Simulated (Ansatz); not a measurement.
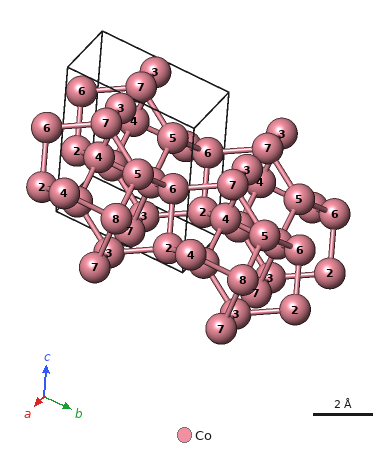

This is the input geometry for a relaxation of a crystal of Co (built on the Si_206 type) (coarse preliminary run). The picture is a ball-and-stick view of the cell of the calculation, repeated 2 × 2 × 1 with one cell outlined, seen slightly off an axis.

Case: Si type (Ia-3, No. 206).

Method: Ansatz, DFT PBE, scalar-relativistic, plane waves, PAW.

Input file:
```yaml
crystal:
  lattice:
    - [-2.8829504104, 2.8829504104, 2.8829504104]
    - [2.8829504104, -2.8829504104, 2.8829504104]
    - [2.8829504104, 2.8829504104, -2.8829504104]
  atoms:
    - { symbol: Co, position: [0.206, 0.206, 0.206], spin: 1.42 }
    - { symbol: Co, position: [0.5, 0.0, 0.294], spin: 1.42 }
    - { symbol: Co, position: [0.294, 0.5, 0.0], spin: 1.42 }
    - { symbol: Co, position: [0.0, 0.294, 0.5], spin: 1.42 }
    - { symbol: Co, position: [0.794, 0.794, 0.794], spin: 1.42 }
    - { symbol: Co, position: [0.5, 0.0, 0.706], spin: 1.42 }
    - { symbol: Co, position: [0.706, 0.5, 0.0], spin: 1.42 }
    - { symbol: Co, position: [0.0, 0.706, 0.5], spin: 1.42 }
basis:
  ecutwfc: 420
kpoints:
  mp_grid: { grid: [4, 4, 4] }
hamiltonian:
  xc: pbe
scf:
  occupations: { method: gaussian, width: 0.1 }
  lower_state_search: "off"
output:
  forces: true
  stress: true
  eigenvalues: true
  populations: true
magnetization:
  spin_polarized: true
relax:
  adjacent_minimum: "off"
  f_tol: 0.04
  max_steps: 70
  cell: { stress_tol: 0.4 }
```

> Predict the outcome.

Over 5 accepted moves (7 points after the start) the energy falls by 216 meV per atom. The largest force component goes from 0.92 to 0.00041 eV/Å. Pressure: 28.76 GPa at the start and 0.34 GPa at the end. At 2 points the geometry stayed and the basis and grid were re-selected for the new cell (energy shift of 8.1 meV per atom at most each time). The largest moves relative to the cell, 0.041 Å, are those of 8 atoms (Co1, Co2, Co3, Co4 and others). Co6 goes along +c. The drawn cell changes as follows: a = b = c 4.993 → 5.283 Å (+5.8 %); the volume changes by +18.4 %. Among the contacts that change: Co1–Co5 2.057 → 2.259 Å, Co1–Co2 2.070 → 2.179 Å. The space group stays Ia-3 (No. 206). The run may lie on a higher electronic state than the lowest, so the end point isn't shown to be the ground-state structure.

Step by step:

| step | E − E(0), meV/atom | largest force component, eV/Å | pressure, GPa | volume, Å³/atom | note |
| --- | --- | --- | --- | --- | --- |
| 0 | 0.00 | 0.9178 | 28.76 | 11.981 |  |
| 1 | -177.70 | 0.2963 | 10.25 | 13.244 |  |
| 2 | -205.66 | 0.0942 | 0.21 | 14.085 |  |
| 3 | -206.46 | 0.0531 | -0.09 | 14.090 |  |
| 4 | -206.99 | 0.0041 | 0.19 | 14.020 |  |
| 5 | -215.09 | 0.0049 | 1.60 | 14.020 | same geometry, new basis |
| 6 | -215.96 | 0.0004 | 0.35 | 14.188 |  |
| 7 | -216.15 | 0.0004 | 0.34 | 14.188 | same geometry, new basis |

Final geometry:

```
Co
1.0
    -3.05015    3.05015    3.05015
     3.05015   -3.05015    3.05015
     3.05015    3.05015   -3.05015
Co
8
Direct
  0.21383 0.21383 0.21383
  0.50000 0.00000 0.28617
  0.28617 0.50000 0.00000
  0.00000 0.28617 0.50000
  0.78617 0.78617 0.78617
  0.50000 0.00000 0.71383
  0.71383 0.50000 0.00000
  0.00000 0.71383 0.50000
```

The end point in the same view:

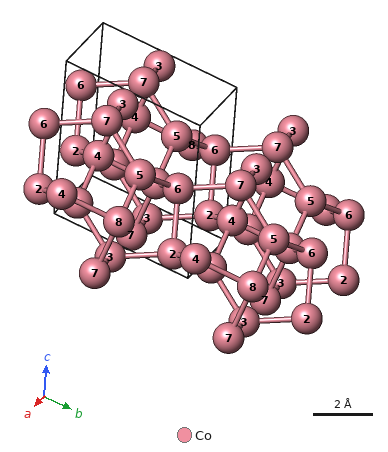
